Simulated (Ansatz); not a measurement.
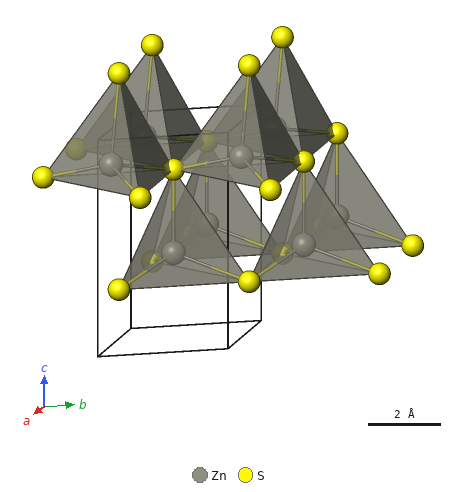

The structure (polyhedral view of the cell of the calculation, set on other vectors, repeated 2 × 2 × 1, seen slightly off an axis; polyhedra are completed across the faces of the cell). An atom can appear more than once, as a periodic image.

**Run report: ZnS, single-point calculation**

System: ZnS (P1, 4 atoms in the cell).
Method: DFT r2SCAN, scalar-relativistic, plane waves, PAW, no spin polarisation (Ansatz 0.2.0).

The structure derives from an entry of the Crystallography Open Database. It belongs to a series of runs on one base structure; here: atom 1 (Zn) moved by (-0.225, -0.225) A along [1 1 0] and z. Figures and captions count atoms from 1; the log counts them from 0 in places.

## The input
```yaml
crystal:
  lattice:
    - [3.8109987816, 0.0, 0.0]
    - [-1.9054993908, 3.3004217586, 0.0]
    - [0.0, 0.0, 6.234]
  atoms:
    - { symbol: Zn, position: [0.2674831703, 0.6184610016, -0.0360923965] }
    - { symbol: Zn, position: [0.6666666667, 0.3333333333, 0.5] }
    - { symbol: S, position: [0.3333333333, 0.6666666667, 0.385] }
    - { symbol: S, position: [0.6666666667, 0.3333333333, 0.885] }
basis:
  ecutwfc: 500
kpoints:
  mp_grid: { grid: [6, 6, 4] }
hamiltonian:
  xc: r2scan
scf:
  occupations: { method: gaussian, width: 0.05 }
output:
  forces: true
  stress: true
  eigenvalues: true
  write_density: true
  write_potential: true
  elf: true
  volumetric_format: npy
```

Hardware: 1 thread of Intel Xeon (Granite Rapids), 32 GiB of memory available, shared host.

Command:
```bash
ansatz run input.yaml --threads 1 --pin off --max-ram 2560MiB --backend cpu --events-out ev --progress --plain --runs-dir out
```

## The program's output
```
Engine: ansatz 0.2.0, x86_64-unknown-linux-gnu
Pseudopotentials: kind: paw
Pseudopotential: Zn, paw, valence charge 12, recommended cutoff 500 eV (meta_gga), Zn.paw.azcp
Pseudopotential: S, paw, valence charge 6, recommended cutoff 500 eV (meta_gga), S.paw.azcp
Functional definition: r2SCAN
  parameter k0 = 0.174
  parameter k1 = 0.065
  parameter a1 = 4.9479
  exchange = r2scan_x(k0 = k0, k1 = k1, a1 = a1)
  correlation = r2scan_c
Crystal: 4 atoms, lattice volume = 78.411 Å³
Basis set: ecut = 500 eV, 1973 PW (Γ), exchange–correlation on 120×120×192 points (64 copies of the dense FFT grid, shifted against one another)
Bands: 22, of which v1, the nominal top of the filled ones, is band 18 counted from 1 (17 counted from 0)
Symmetry: 1 space group operations
Space group: P1 (ITA 1), of the structure as read, at distance tolerance 4.3e-5 Å
k-points: 76 of 144 (time reversal used)
Non-local potential: Zn, projectors of the file, l = 0: 2, l = 1: 2, l = 2: 3, l = 3: 1
Non-local potential: S, projectors of the file, l = 0: 2, l = 1: 2, l = 2: 2
PAW form: soft (Blöchl's): semilocal exchange-correlation on the pseudo side does not see the compensation charge
PAW frozen core: Zn, regenerated for the run's functional (the file was generated under x = pbe(κ = 0.804, μ = 0.2195149727645171), c = pbe(β = 0.06672455060314922))
PAW frozen core: S, regenerated for the run's functional (the file was generated under x = pbe(κ = 0.804, μ = 0.2195149727645171), c = pbe(β = 0.06672455060314922))
PAW one-centre angular grid: Zn, 590 points (default); XC on 261 of its mesh's 2673 points in the sphere
PAW one-centre angular grid: S, 302 points (default); XC on 160 Gauss nodes
Initial density: superposition of atomic densities (neutral atoms: chi_scale 0, normalization atom), corrected by the library's trained network
Initial wavefunctions: pseudopotential atomic-orbital guess
Functional: x = r2scan, c = r2scan; τ floored in thin density (d = 2e-4 eV/Å³)
SCF iter   1: F=—  HF=-8466.388744 eV  |F-HF|=—  |Δ(HF+E_count)|=         —  Δρ=1.54e-2  dr2=9.09e-2  dr2_τ=1.67e-2  ethr=1.77e-3  ⟨swp⟩=6.5  Hψ=8576  notcnv=0
preconditioner: auto → Resta (q_TF=auto, 2.396 Å⁻¹)  ε∞=5.8  [insulator: Δε(μ)=2.615 eV  Ē_g=11.479 eV  σ=0.050 eV  W_gap=1.00  n_scr=22 (ndim 8)  ℏωp=25.2 eV  f_vac=0.042  D(μ)=0.00/eV (n_scr^D=0)  ε∞_Penn≈5.8]
SCF iter   2: F=—  HF=-8466.390768 eV  |F-HF|=—  |Δ(HF+E_count)|=   2.02e-3  Δρ=2.46e-3  dr2=3.02e-3  dr2_τ=5.08e-4  ethr=2.52e-4  ⟨swp⟩=2.3  Hψ=3831  notcnv=0
SCF iter   3: F=—  HF=-8466.387593 eV  |F-HF|=—  |Δ(HF+E_count)|=   3.18e-3  Δρ=3.27e-3  dr2=4.00e-3  dr2_τ=2.81e-5  ethr=8.38e-6  ⟨swp⟩=2.0  Hψ=3187  notcnv=0
SCF iter   4: F=—  HF=-8466.387258 eV  |F-HF|=—  |Δ(HF+E_count)|=   3.35e-4  Δρ=7.14e-4  dr2=2.18e-4  dr2_τ=6.50e-6  ethr=8.38e-6  ⟨swp⟩=2.0  Hψ=2809  notcnv=0
SCF iter   5: F=—  HF=-8466.387295 eV  |F-HF|=—  |Δ(HF+E_count)|=   3.74e-5  Δρ=1.67e-4  dr2=1.72e-5  dr2_τ=5.30e-7  ethr=6.05e-7  ⟨swp⟩=2.0  Hψ=3038  notcnv=0
SCF iter   6: F=—  HF=-8466.387302 eV  |F-HF|=—  |Δ(HF+E_count)|=   7.25e-6  Δρ=4.41e-5  dr2=9.59e-7  dr2_τ=7.32e-9  ethr=4.78e-8  ⟨swp⟩=2.0  Hψ=3040  notcnv=0
SCF iter   7: F=-8466.387302 eV  HF=-8466.387303 eV  |F-HF|=1.02e-7  |Δ(HF+E_count)|=   4.22e-7  Δρ=1.19e-5  dr2=7.69e-8  dr2_τ=1.41e-9  ethr=2.78e-10  ⟨swp⟩=9.9  Hψ=13784  notcnv=0
SCF 1 converged in 7 iterations: F = -8466.387302 eV  dr2 = 7.69e-8
  greatest PAW one-centre occupation: 0.985 electrons in one spin orbital (limit 2), on the Zn atom at site 0 (counted from 0), in its partial waves of l = 2
```

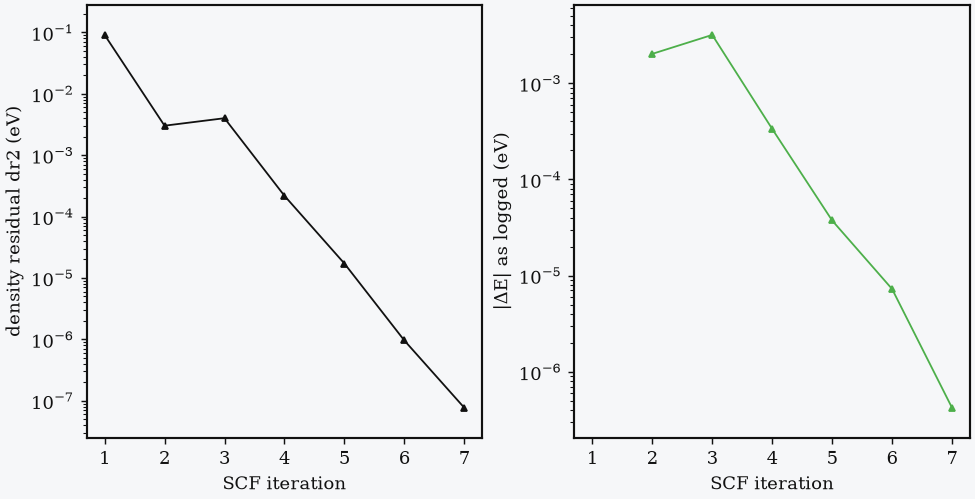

Convergence of the self-consistent field: density residual dr2 and size of the energy change against the SCF iteration. The residual falls almost steadily, with no more than small rises.

```
SCF converged after 7 iterations
Free energy (F): -8466.387302 eV
Harris-Foulkes:  -8466.387303 eV  (|F-HF|=1.02e-7)
Internal energy: -8466.387302 eV  (E = F + TS)
E sigma→0 (E₀):  -8466.387302 eV
Fermi energy:    7.013081 eV
--- Per-component energies (eV) ---
  E_band       = -6.124144
  E_kinetic    = 476.325745
  E_local      = -4121.999873  (includes V_loc(G=0)·N_el)
  E_nonlocal   = 1292.812126
  E_hartree    = 1729.961547
  E_xc         = -432.158668
  E_vxc        = -297.254721  (∫ρ·V_xc dr)
  E_paw        = -4919.078998  (= ΣΔE_a)
  E_vpaw       = -830.649009  (= ΣTr[D̂ρ^β])
  E_aug_tail   = -0.000111  (compensation charges beyond the density's cutoff)
  E_vtau       = 14.717467  (kinetic-family band-sum trace: ∫τ·v_τ [+ j·A + Jᵃ·Aᵃ] dr)
  E_ewald      = -2491.664299
  E_core_change = -0.584771  (= ΣΔE_core)
  E_smearing   = -0.000000  (= −TS)
  E_closure    = 0.000000  (closes the sum)
  Σ components = -8466.387302   (vs F -8466.387302, Δ=0.00e0)
--- Forces (eV/Å), atoms counted from 1 ---
  atom   1  Zn     2.47609844     1.66497831     1.52029536
  atom   2  Zn     0.00432171     0.00847793    -0.07922915
  atom   3  S     -0.05129815    -0.06064436    -0.54846022
  atom   4  S     -2.42909029    -1.61278866    -0.89263204
  max |Σ_I F_I| component: 3.17e-5 eV/Å
--- Stress (GPa, compression-positive) ---
        8.033467       4.123154       2.130991
        4.123154       1.516867       1.316212
        2.130992       1.316212      -1.303345
  P = ⅓ Tr σ = 2.7490 GPa (27.490 kbar)
--- Band table (eV; the first three rows and the last of 76) ---
  k-point 0: bands = ["-8.4387", "-7.1048", "-1.6170", "-1.4210", "-1.0494", "-0.8375", "-0.7926", "-0.6899", "-0.6874", "-0.2065", "-0.2021", "-0.1926", "0.5778", "4.2886", "4.9117", "5.5971", "5.6485", "5.6944", "8.3317", "9.0206", "11.8565", "12.5945"]
  k-point 1: bands = ["-8.3747", "-7.2032", "-1.6188", "-1.4229", "-1.0812", "-0.8457", "-0.8072", "-0.6831", "-0.6745", "-0.4812", "-0.2058", "-0.2030", "1.3856", "4.3471", "4.6368", "4.9921", "5.5320", "5.6052", "8.8666", "9.4673", "11.8649", "12.3991"]
  k-point 2: bands = ["-8.2992", "-7.3126", "-1.6207", "-1.4248", "-1.1151", "-0.8549", "-0.8192", "-0.6789", "-0.6619", "-0.6095", "-0.2052", "-0.2048", "2.5860", "3.2696", "4.4213", "5.1050", "5.4471", "5.4816", "9.1839", "9.8709", "11.8955", "12.7666"]
  k-point 75: bands = ["-7.5925", "-6.5939", "-1.4965", "-1.2952", "-0.9060", "-0.8284", "-0.7350", "-0.5861", "-0.4958", "-0.3451", "-0.1660", "-0.0397", "0.4554", "0.7912", "3.3997", "4.0079", "4.1983", "4.4128", "9.3892", "9.7404", "10.7225", "11.2671"]
```

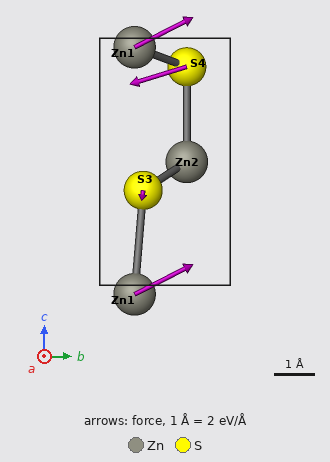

Forces on the atoms as pink arrows (ball-and-stick view of the cell of the calculation, set on other vectors, along the a axis; atoms are numbered from 1 in the order of the input); the smallest are left out. The largest act on Zn1 (3.35 eV/Å); S4 (3.05 eV/Å). The geometry is not a stationary point of this energy.

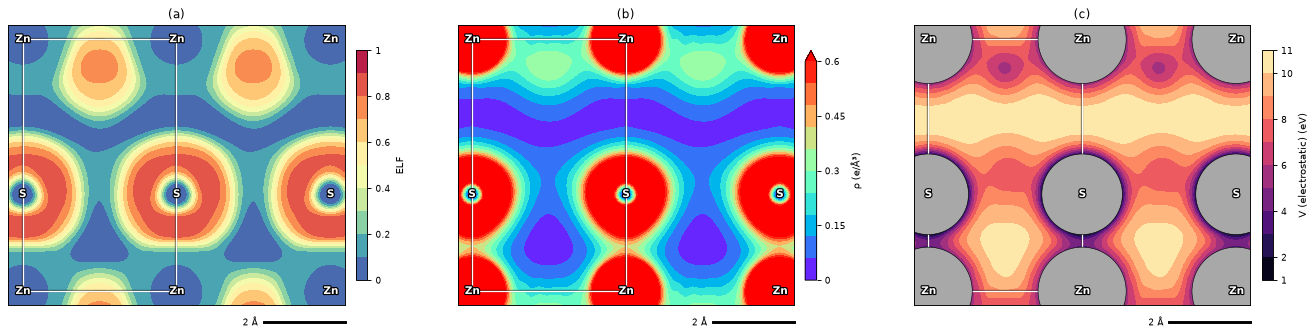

(a) ELF; (b) valence charge density (pseudo); (c) electrostatic potential energy of an electron on the (010) plane of the conventional cell. Grey discs, where drawn, cover atomic cores. Away from the nuclei the density in this plane falls to 0.03 e/Å³ at its lowest. Outside the cores the potential energy rises away from the atoms and is highest about 1.9 Å from the nearest atoms; outside the discs it spans about 9 eV, and its zero is arbitrary. In a PAW calculation such maps are meaningful between the atoms, not at the nuclei.

## Results in brief

| quantity | value |
| --- | --- |
| outcome | converged |
| space group (tolerance 0.01 Å) | P1 (1) |
| electrons treated | 36 |
| free energy | −8466.3873 eV |
| Fermi energy | 7.013 eV |
| gap on the k-point mesh | 2.64 eV |
| pressure | 2.75 GPa |
| largest force (length of the vector) | 3.349 eV/Å |
| wall time | 16 s |
| peak memory | 0.6 GiB |
